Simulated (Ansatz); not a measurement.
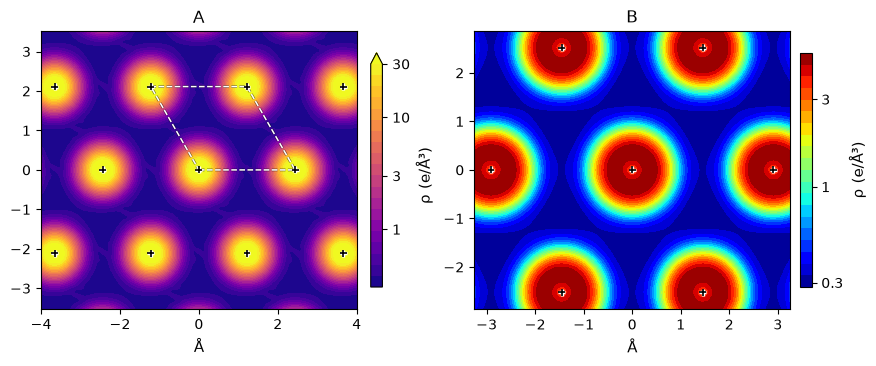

The valence charge density (pseudo) of 2 systems, each on a plane through atoms (crosses mark nuclei in the plane).

The calculation used Kohn-Sham DFT of a periodic cell, r2SCAN, Ansatz PAW in Ansatz 0.2.0.

System 1: Co, the (001) plane of the conventional cell. Space group P6₃/mmc; a structure from a database of computed crystals, not necessarily the ambient phase; computed pressure about 10 GPa in this cell; spin-polarised.

```
Co
1.0
     2.43859    0.00000    0.00000
    -1.21930    2.11188    0.00000
     0.00000    0.00000    3.96680
Co
2
Direct
  0.66667 0.33333 0.75000
  0.33333 0.66667 0.25000
```

System 2: W, the (111) plane of the conventional cell. Space group Fm-3m; computed pressure about −19 GPa in this cell.

```xyz
4
Lattice="4.1134 0.0000 0.0000 0.0000 4.1134 0.0000 0.0000 0.0000 4.1134" Properties=species:S:1:pos:R:3 pbc="T T T"
W     0.0000    0.0000    0.0000
W     2.0567    2.0567    0.0000
W     2.0567    0.0000    2.0567
W     0.0000    2.0567    2.0567
```

### Which map belongs to which system?

Panel A is system 1, Co: the plane holds Co. Co–Co (2.44 Å): ρ is about 0.39 e/Å³ halfway. Panel B is system 2, W: the plane holds W. W–W (2.91 Å): ρ at the midpoint is about 0.32 e/Å³.
